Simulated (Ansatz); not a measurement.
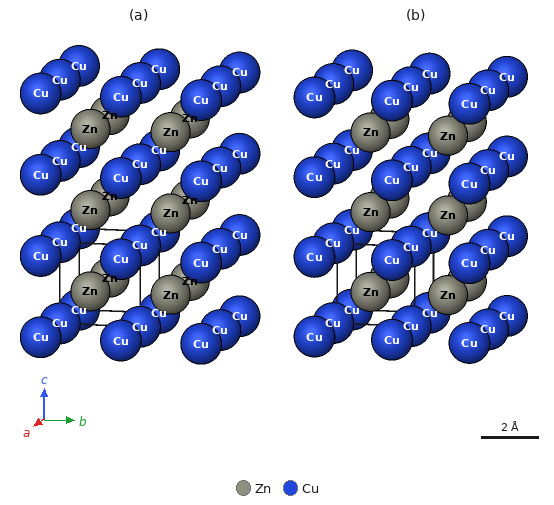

Left: a symmetric starting cell of ZnCu. Right: the same structure after one change, at the same scale. The picture is a spheres-only view of the cell of the calculation, repeated 2 × 2 × 3 with one cell outlined, seen slightly off an axis.

Theory: Ansatz 0.2.0, DFT PBEsol, scalar-relativistic, plane waves, PAW. Set-up: plane-wave cutoff 420 eV; k-point mesh 14 × 14 × 14; occupations gaussian; smearing width 0.1 eV; no spin polarisation.

**What was changed?**

The cell is strained by −3.4 % along b and −1.9 % across it (volume −7.1 %) and atoms are displaced by 0.14 Å relative to the cell: Cu 0.14 Å along −b, Zn 0.14 Å along +b. No relaxation follows. The starting cell wasn't computed here and needn't be at equilibrium, so pressure and forces aren't due to the change alone.

**How do the computed properties respond?**

The pressure is 11.1 GPa (not all of it need come from the change, since the unchanged cell can be under pressure at this level too). The principal stresses (compression positive) are 7.1 GPa along b and 13.1 GPa across it. The largest forces, 1.7 eV/Å, act on Zn and Cu; on the Cu atom it points along +b. The forces point straight back along the displacements (cosine −1.00). Some distances before and after: Cu–Zn 2.550 → 2.335 to 2.665 Å. The space group (tolerance 0.01 Å) goes from Pm-3m (No. 221) to P4mm (No. 99).
